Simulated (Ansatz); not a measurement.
# Pt: what the electrons do

Space group Fm-3m; the calculation finds a residual pressure of about 10 GPa at this fixed cell.

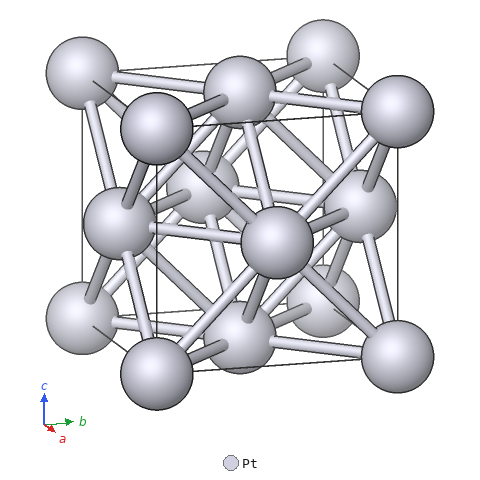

The conventional cell.

```xyz
4
Lattice="3.9218 0.0000 0.0000 0.0000 3.9218 0.0000 0.0000 0.0000 3.9218" Properties=species:S:1:pos:R:3 pbc="T T T"
Pt    0.0000    0.0000    0.0000
Pt    1.9609    1.9609    0.0000
Pt    1.9609    0.0000    1.9609
Pt    0.0000    1.9609    1.9609
```

Computed with DFT PBE, scalar-relativistic, plane waves, PAW in Ansatz 0.2.0.

Core electrons are frozen (PAW), so the maps are meaningful between the atoms, not at the nuclei.

## 1. Bonding charge

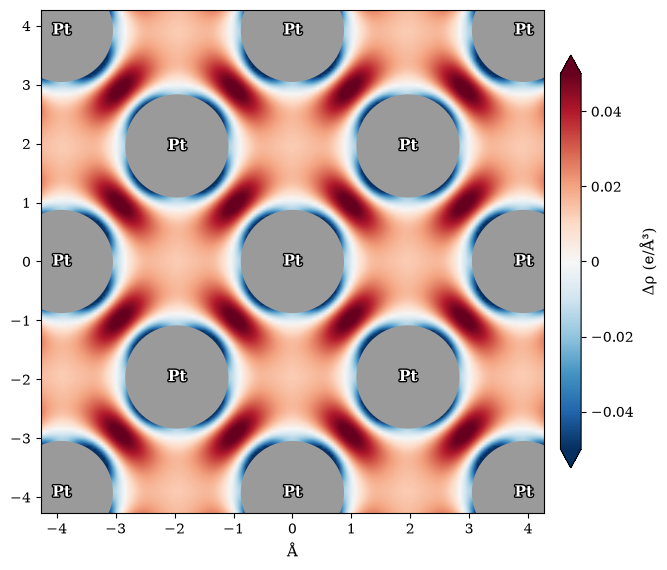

Bonding charge density, ρ(crystal) − Σ ρ(neutral atoms): a map on the (100) plane of the conventional cell, with grey discs over the atomic cores. Cores are masked to 0.9 Å (Pt).

Question: Describe the bonding charge.

Answer: Pt–Pt (2.77 Å): Δρ is +0.05 e/Å³ at the midpoint.
Over the whole cell, outside the masked cores, the largest gain, 0.05 e/Å³, lies 1.4 Å from a platinum nucleus, and the largest loss lies at the edge of the masked core of Pt.
The rearranged charge, half the integral of |Δρ|, is about 0.30 e an atom.

## 2. One group of states

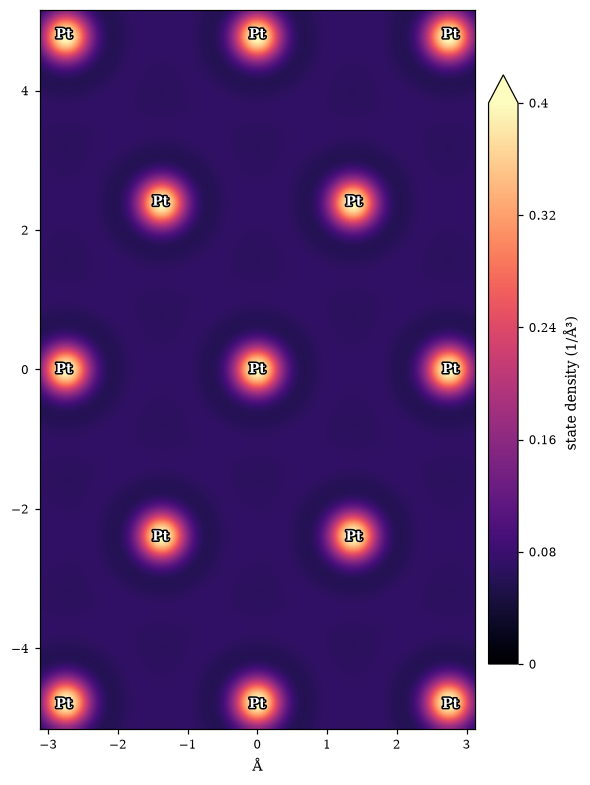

Density of the Kohn–Sham states from −10.2 to −6.8 eV about the Fermi level (the lower third of the occupied valence band), scaled to one electron a cell: a map on the (111) plane of the conventional cell.

Question: Which atoms and orbitals make up these states?

Answer: Projected on a minimal set of atomic orbitals (Löwdin), they are Pt 6s (60 %) and Pt 5d (40 %).

## 3. Change of volume

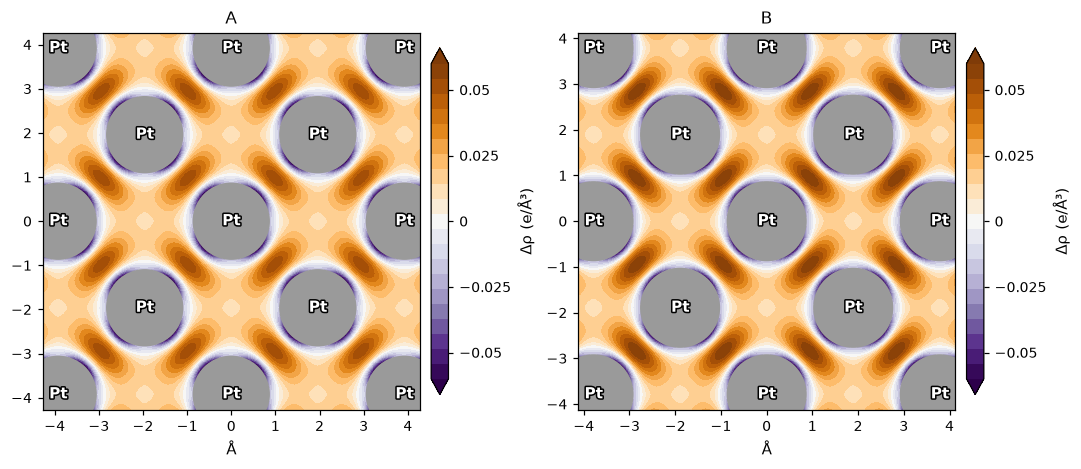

Pt: deformation density on the (010) plane of the conventional cell at two volumes, with the same fractional coordinates and one colour scale. Grey discs cover the cores. Panel B has 90 % of the volume of panel A.

Question: What changes between the database cell and the scaled one?

Answer: From A to B, Pt–Pt goes from 2.77 to 2.68 Å, and Δρ at its midpoint from +0.05 to +0.06 e/Å³.
The pressure is 10 GPa in A and 51 GPa in B.
The rearranged charge is 0.30 e an atom in A and 0.30 e in B.

## 4. Putting it together

The two pressures give a mean stiffness −ΔP/Δln V of about 395 GPa over this range, with the atoms held at their fractional positions.
